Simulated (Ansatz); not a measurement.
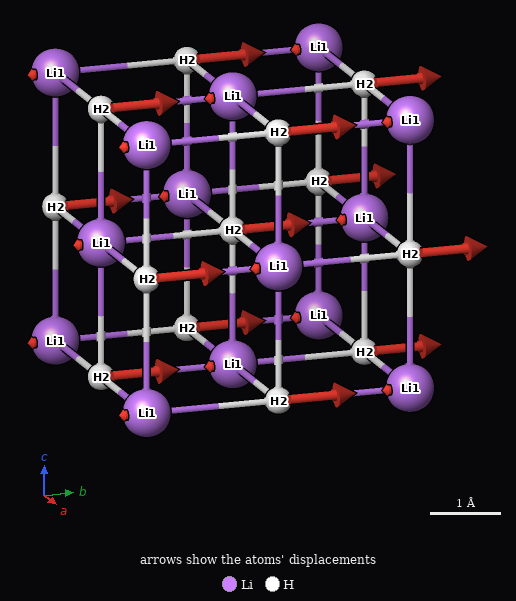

The lowest optical mode of crystalline LiH, space group Fm-3m (No. 225), at the zone centre. Displacements are drawn as red arrows; their common scale and sign are arbitrary. The picture is a ball-and-stick view of the conventional cell (4 times the calculation's cell), seen slightly off an axis. Lengths and directions refer to the drawn axes.

The calculation used DFT PBE, scalar-relativistic, plane waves, PAW in Ansatz 0.2.0. Settings: plane-wave cutoff 420 eV; k-point mesh 10 × 10 × 10; occupations fixed; no spin polarisation.

Frequencies are those without the non-analytic (LO–TO) term.

**Is the structure stable against all modes at this point?**

Yes: this softest mode has a real frequency, and so have all others here. That speaks for this wave vector alone: the rest of the zone wasn't checked in this run. This is the T₁u mode (triply degenerate; one member of the set is drawn) at 585 cm⁻¹, the only optical level, infrared-active by symmetry. The H sublattice moves against the Li sublattice, along b; it stretches the shortest H–Li bonds (2.00 Å); the kinetic energy is shared as H 87 %, Li 13 %. Its infrared intensity is 82 (D/Å)²/amu for the set. The value is the transverse one; the longitudinal partner lies at 1080 cm⁻¹.
